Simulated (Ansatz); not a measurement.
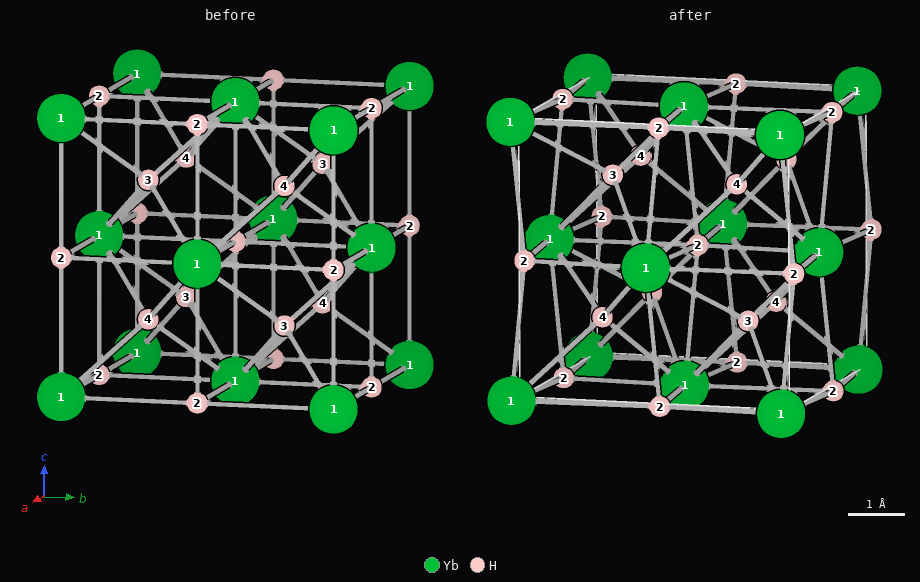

Left: a crystal of YbH3 (built on the BiF3 type). Right: the same structure after one change, at the same scale. A ball-and-stick model of the conventional cell (4 times the calculation's cell), seen slightly off an axis. Lengths and directions refer to the drawn axes.

Computed with DFT PBE, scalar-relativistic, plane waves, PAW (Ansatz). Settings: plane-wave cutoff 420 eV; k-point mesh 10 × 10 × 10; occupations gaussian; smearing width 0.05 eV; no spin polarisation.

What distinguishes the right structure from the left one?

The cell is strained by +1.4 % roughly along [3 0 1], −1.1 % along [0 3 1], none along the third axis (volume +0.2 %) and atoms are displaced by up to 0.17 Å (root mean square over those that move 0.15 Å) relative to the cell: H3 0.16 Å along [0 3 2], Yb1 0.17 Å roughly along [1 −3 −2]. No relaxation follows.

And its effect?

Near-neighbour distances before and after: H–Yb 2.201 → 1.922 to 2.441 Å, H–Yb 2.541 → 2.308 to 2.731 Å. The space group (tolerance 0.01 Å) goes from Fm-3m (No. 225) to P1 (No. 1). Energy change: +72.2 meV per atom. The pressure goes from 0.0 to 2.6 GPa. The principal stresses (compression positive) are 8.5 GPa along [2 −3 −3], 1.3 GPa roughly along [1 1 0], −2.2 GPa along [1 −1 2]. The largest force is 1.9 eV/Å, on Yb1, roughly along [−1 3 2]. The forces mostly point back along the displacements (cosine −0.84).

Limits of the set-up: 4f states are treated without a Hubbard U.
